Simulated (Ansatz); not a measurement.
```
Mn As
1.0
     3.58467    0.00000    0.00000
     0.00000    3.58467    0.00000
     0.00000    0.00000    6.27608
Mn As
4 2
Direct
  0.00000 0.00000 0.00000
  0.50000 0.50000 0.00000
  0.50000 0.00000 0.64765
  0.00000 0.50000 0.35235
  0.50000 0.00000 0.26135
  0.00000 0.50000 0.73865
```

Space group P4/nmm; changed on purpose from its base cell (volume × 1.03, shape and atoms relaxed); computed pressure about −4 GPa in this cell; spin-polarised.

These are results of DFT PBEsol, scalar-relativistic, plane waves, PAW in Ansatz 0.2.0, not measurements.

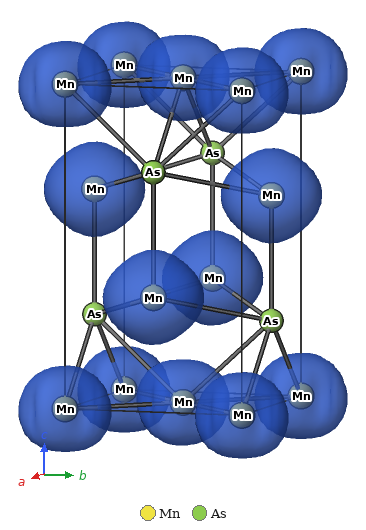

Mn$_{2}$As. Isosurfaces of the magnetisation density (up minus down) at +0.15 (blue) and −0.15 e/Å³ (red), seen slightly off an axis. Sticks mark near contacts.

Core electrons are frozen (PAW), and the valence fields are smoothed inside the atomic spheres.

### Which atoms carry the moments, and with what signs?

The spin density sits on Mn: +2.9 μB (×2) and +2.0 μB (×2) in one cell of 6 atoms, with smaller moments on other sites: As (up to −0.09 μB): parallel moments (a ferromagnetic arrangement) in this solution. The cell of the calculation (6 atoms) carries 9.9 μB of net spin moment. Only one sign reaches the isovalue.
